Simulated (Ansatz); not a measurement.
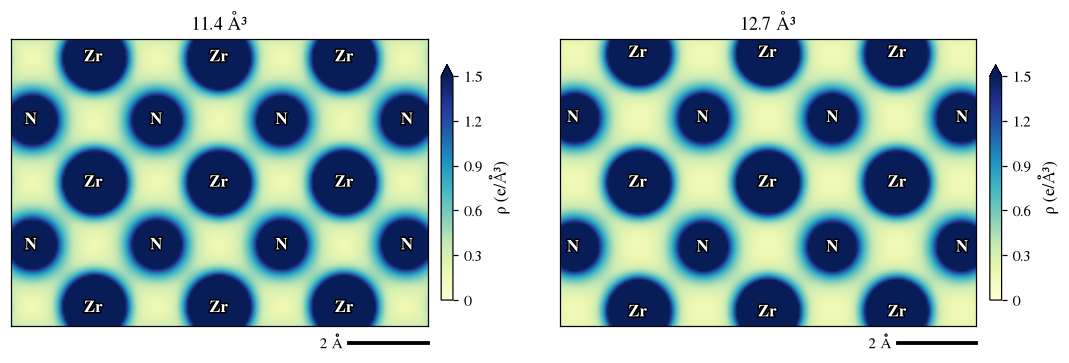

ZrN. The valence pseudo-density of cells scaled evenly to different volumes (given per atom above each panel), on the (011) plane of each (indices in the axes of the cell below), at one length scale and on one colour scale.

All numbers below come from Ansatz 0.2.0, Kohn-Sham DFT of a periodic cell, LDA, Ansatz PAW.

The density is the valence pseudo-density of a PAW calculation; it isn't the true density close to the nuclei.

The largest cell:

```
Zr N
1.0
     0.00000    2.33027    2.33027
     2.33027    0.00000    2.33027
     2.33027    2.33027    0.00000
Zr N
1 1
Direct
  0.50000 0.50000 0.50000
  0.00000 0.00000 0.00000
```

| volume (Å³/atom) | Zr–N contact in the plane (Å) | ρ at its midpoint (e/Å³) | pressure (GPa) | 
| --- | --- | --- | --- |
| 11.44 | 2.253 | 0.497 | 3.6 | 
| 11.92 | 2.285 | ? | ? | 
| 12.65 | 2.330 | 0.424 | −20.8 | 

Estimate the missing row, and compare with the calculation.

Answer. Over the known rows ln ρ falls by 2.06 per Å of Zr–N distance (the line through the two), which gives 0.465 e/Å³ at 2.285 Å; the calculation gives 0.466 e/Å³. For the pressure, a straight line in volume between the neighbouring rows gives −6.1 GPa; the calculation gives −7.8, lower because pressure rises ever faster on compression.
